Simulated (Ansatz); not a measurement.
Al₂O₃

Input

```
crystal:
  lattice:
    - [2.38025, 1.3742379782, 4.3318666667]
    - [-2.38025, 1.3742379782, 4.3318666667]
    - [0.0, -2.7484759565, 4.3318666667]
  atoms:
    - { symbol: Al, position: [0.35216, 0.35216, 0.35216] }
    - { symbol: Al, position: [0.14784, 0.14784, 0.14784] }
    - { symbol: Al, position: [0.64784, 0.64784, 0.64784] }
    - { symbol: Al, position: [0.85216, 0.85216, 0.85216] }
    - { symbol: O, position: [0.55668, 0.94332, 0.25] }
    - { symbol: O, position: [0.25, 0.55668, 0.94332] }
    - { symbol: O, position: [0.94332, 0.25, 0.55668] }
    - { symbol: O, position: [0.44332, 0.05668, 0.75] }
    - { symbol: O, position: [0.75, 0.44332, 0.05668] }
    - { symbol: O, position: [0.05668, 0.75, 0.44332] }
basis:
  ecutwfc: 420
kpoints:
  mp_grid: { grid: [6, 6, 6] }
hamiltonian:
  xc: pbesol
scf:
  occupations: { method: gaussian, width: 0.02 }
output:
  forces: true
  stress: true
  eigenvalues: true
  write_density: true
  write_potential: true
  elf: true
  volumetric_format: npy
relax:
  adjacent_minimum: "off"
  f_tol: 0.01
  max_steps: 80
  cell: { stress_tol: 0.05 }
```

Launched as:

```sh
ansatz run input.yaml --threads 2 --pin off --max-ram 4096MiB --backend cpu --events-out ev --progress --plain --runs-dir out
```

Below, planes, directions and counts refer to the conventional cell (a = 4.77 Å, b = 4.77 Å, c = 13.01 Å, α = 90.00°, β = 90.00°, γ = 120.00°).

The fields are those of the relaxed geometry.

Space group R-3c.

Level of theory: DFT PBEsol, scalar-relativistic, plane waves, PAW (Ansatz).

Core electrons are frozen (PAW), and the valence fields are smoothed inside the atomic spheres.

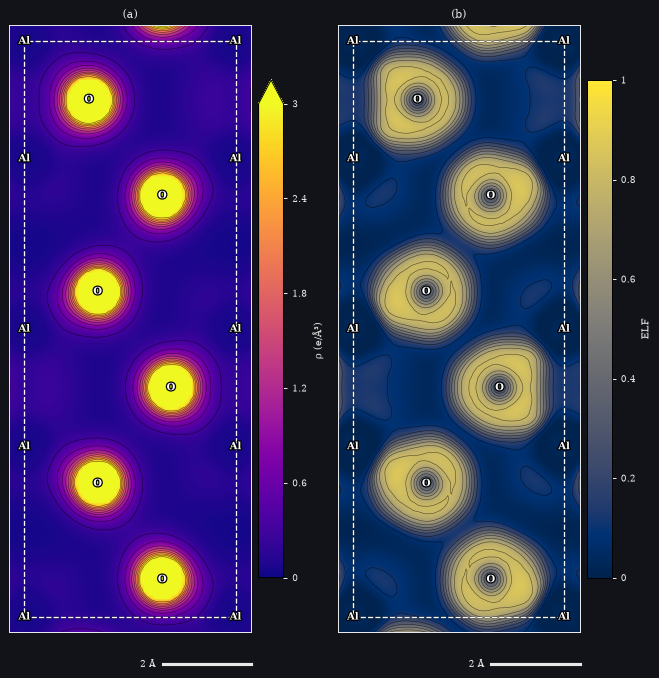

Figure 1. (a) valence charge density (pseudo); (b) electron localisation function on the (010) plane of the conventional cell.

### Interpret the plot.

- Atoms in the plane: Al and O.
- Al–O (1.86 Å): the density is about 0.64 e/Å³ at the midpoint; the ELF peaks at about 0.85 in the valence shell of O, 0.7 Å from its nucleus, and is about 0.80 at the midpoint.
- Al–O (1.97 Å): ρ at the midpoint is about 0.51 e/Å³; the ELF peaks at about 0.85 in the valence shell of O, 0.7 Å from its nucleus, and is about 0.75 at the midpoint.
- Between the atoms the lowest density in this plane is 0.03 e/Å³.

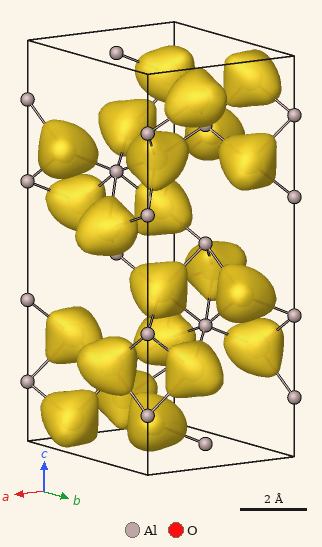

Figure 2. Isosurface of the ELF at 0.7 (yellow), seen at an oblique angle. Only the valence region is drawn (cores and ρ < 0.01 e/Å³ removed). Sticks mark near contacts.

### Where are the electrons localised?

The ELF exceeds this value in 18 regions on O in which the atom's valence shell and bonds are merged, counted in one cell of 30 atoms. Regions shared between cells count once.

### Does the calculation make it a metal, or give it a gap?

It is gapped, with a Kohn–Sham gap of 6.0 eV on the k-point mesh, an upper bound to the gap of this method.
